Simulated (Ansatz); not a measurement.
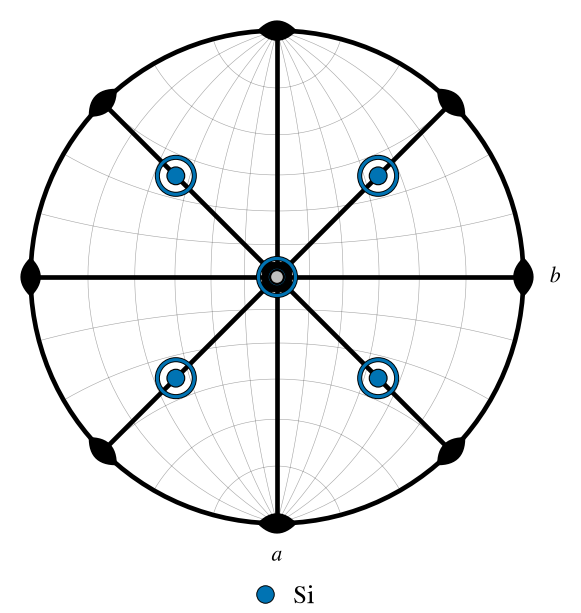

For Si₂Mo, a calculation's input that goes back to an entry of the Crystallography Open Database (an earlier step may have relaxed or displaced it): directions from one molybdenum atom at (0, 0, 0) to its bonded neighbours, in stereographic projection down c (filled: above the plane of the page or in it, open: below). Symmetry computed with spglib at a tolerance of 0.002 Å; standard conventional cell.

Neighbours are counted up to 3.23 Å for Si. The symmetry elements of the site are drawn in: heavy lines are mirror planes (a heavy rim: a mirror in the plane of the page); lens, triangle, square and hexagon are 2-, 3-, 4- and 6-fold axes, a lens in an open square is −4, a triangle in an open hexagon −6; thin dashed diameters join the ends of axes that lie in the page; a small open circle marks inversion.

```cif
data_structure
_symmetry_space_group_name_H-M 'P 1'
_symmetry_Int_Tables_number 1
_cell_length_a 3.2168
_cell_length_b 3.2168
_cell_length_c 7.8730
_cell_angle_alpha 90.000
_cell_angle_beta 90.000
_cell_angle_gamma 90.000
_cell_volume 81.47
loop_
_atom_site_label
_atom_site_type_symbol
_atom_site_fract_x
_atom_site_fract_y
_atom_site_fract_z
_atom_site_occupancy
Si1 Si 0.00000 0.00000 0.33510 1
Si2 Si 0.50000 0.50000 0.16490 1
Mo1 Mo 0.00000 0.00000 0.00000 1
Si3 Si 0.50000 0.50000 0.83510 1
Si4 Si 0.00000 0.00000 0.66490 1
Mo2 Mo 0.50000 0.50000 0.50000 1
```

How many neighbours are there, and at what angles?

10: 8 Si at 2.62 Å, 2 Si at 2.64 Å. Angles between bonds: 59° (4×), 60° (8×), 76° (8×), 104° (8×), 120° (8×), 121° (4×), 180° (5×).

What is the site's symmetry in the crystal?

Point group 4/mmm (D4h), order 16: one fourfold axis, four twofold axes, five mirror planes, an inversion centre. In I4/mmm (No. 139) this is Wyckoff position 2a.
